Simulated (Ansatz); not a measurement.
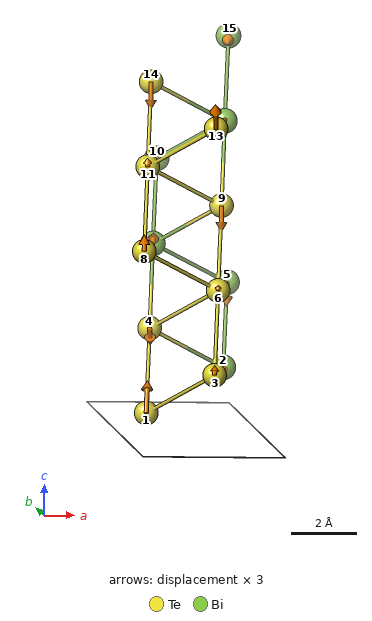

A relaxation of a slab of composition Bi₂Te₃ (cut from the R-3m phase). The starting structure is drawn; orange arrows show the displacements, 3 times their true length.

A ball-and-stick model of the cell of the calculation, outlined in the plane, without the vacuum, seen from a free direction.

The slab is the (1 0 1) face of Bi2Te3.

These are results of Ansatz 0.2.0, DFT PBEsol, scalar-relativistic, plane waves, PAW, not measurements.

The input:
```yaml
crystal:
  lattice:
    - [4.3933726414, 0.0, 0.0]
    - [-2.1966863207, 9.7433368343, 0.0]
    - [0.0, 0.0, 25.5493194548]
  atoms:
    - { symbol: Te, position: [0.1078766064, 0.2157532127, 0.2935498933] }
    - { symbol: Bi, position: [0.8077184378, 0.6154368757, 0.3236050483] }
    - { symbol: Te, position: [0.5169392686, 0.0338785371, 0.3527210742] }
    - { symbol: Te, position: [0.2242275036, 0.4484550072, 0.382030613] }
    - { symbol: Bi, position: [0.9334487198, 0.8668974397, 0.4111466003] }
    - { symbol: Te, position: [0.6332916384, 0.2665832769, 0.4412016465] }
    - { symbol: Bi, position: [0.3331334699, 0.6662669398, 0.4712568015] }
    - { symbol: Te, position: [0.0423543006, 0.0847086013, 0.5003728274] }
    - { symbol: Te, position: [0.7496425357, 0.4992850713, 0.5296823662] }
    - { symbol: Bi, position: [0.4588637519, 0.9177275038, 0.5587983535] }
    - { symbol: Te, position: [0.1587066705, 0.317413341, 0.5888533997] }
    - { symbol: Bi, position: [0.858548502, 0.717097004, 0.6189085547] }
    - { symbol: Te, position: [0.5677693327, 0.1355386654, 0.6480245806] }
    - { symbol: Te, position: [0.2750575677, 0.5501151355, 0.6773341194] }
    - { symbol: Bi, position: [0.984278784, 0.9685575679, 0.7064501067] }
basis:
  ecutwfc: 420
kpoints:
  mp_grid: { grid: [8, 4, 1] }
hamiltonian:
  xc: pbesol
scf:
  occupations: { method: gaussian, width: 0.1 }
output:
  forces: true
  eigenvalues: true
  write_density: true
  write_potential: true
  elf: true
  volumetric_format: npy
relax:
  adjacent_minimum: "off"
  f_tol: 0.02
  max_steps: 60
efield:
  axis: 3
  dipole_correction: true
  ramp_width: 0.04
```

Launched with:
```bash
ansatz run input.yaml --threads 8 --pin off --max-ram 15360MiB --backend cpu --events-out ev --progress --plain --runs-dir out
```

Which element moves most?

Tellurium: up to 0.37 Å, against 0.27 Å for bismuth.

Describe the change and its energy.

The largest move relative to the layer's centre is that of Te1, 0.37 Å at 34° to the normal (+c side). By element the largest moves are Te 0.37 Å, Bi 0.27 Å. The lattice vectors keep their values. Among the contacts that change: Bi5–Te8 3.115 → 3.546 Å, Te1–Te4 3.202 → 2.791 Å, Te11–Te14 3.202 → 2.902 Å, Te6–Te9 3.202 → 2.908 Å. Bond angles that change, for instance: Bi7–Te9–Te11 177.9° → 167.4°, Te6–Te9–Bi7 91.8° → 101.6°, Te4–Bi7–Bi5 93.6° → 83.9°. After 5 geometry steps the energy has fallen by 1.122 eV per cell of the calculation. The largest force component goes from 1.2 to 0.016 eV/Å. Cost: 7.4 min on 8 threads of Arm Neoverse V1, on a shared host, peak memory 6.1 GiB.
